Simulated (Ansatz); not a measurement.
Read the following structure.

```
Rh
1.0
     2.70364    0.00000    0.00000
    -1.35182    2.34142    0.00000
     0.00000    0.00000    4.34862
Rh
2
Cartesian
  1.3518 0.7805 3.2615
  0.0000 1.5609 1.0872
```

Characterise the structure given above.

Answer. The element is rhodium. The lattice is primitive hexagonal and the space group P6_3/mmc (No. 194). It belongs to the family called hexagonal close-packed (Mg type). The cell holds two atoms. About every Rh there are twelve Rh in an anticuboctahedral arrangement at 2.68 to 2.70 Å. The bonds build a three-dimensional framework.

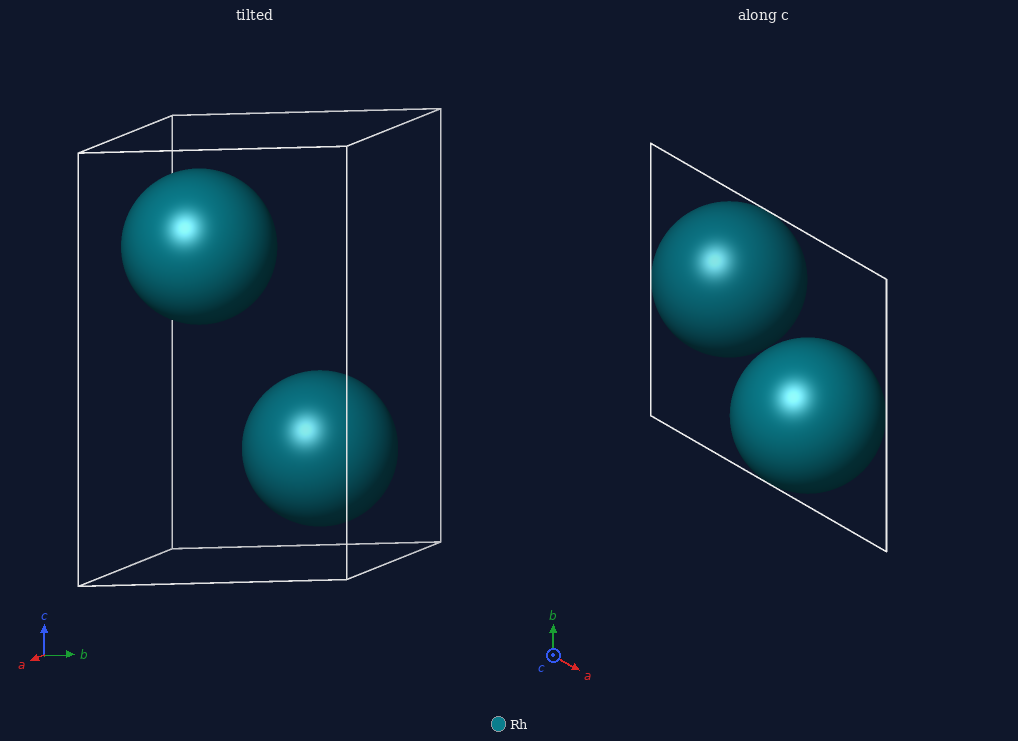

View slightly off an axis and along the c axis, drawn as a spheres-only model. The conventional unit cell is outlined; an atom on or near a face, edge or corner is repeated at each equivalent position. Colours: rhodium blue.

The structure was taken from a structure listed in the Materials Project. The geometry was optimised with DFT r2SCAN, scalar-relativistic, plane waves, PAW in Ansatz 0.2.0.
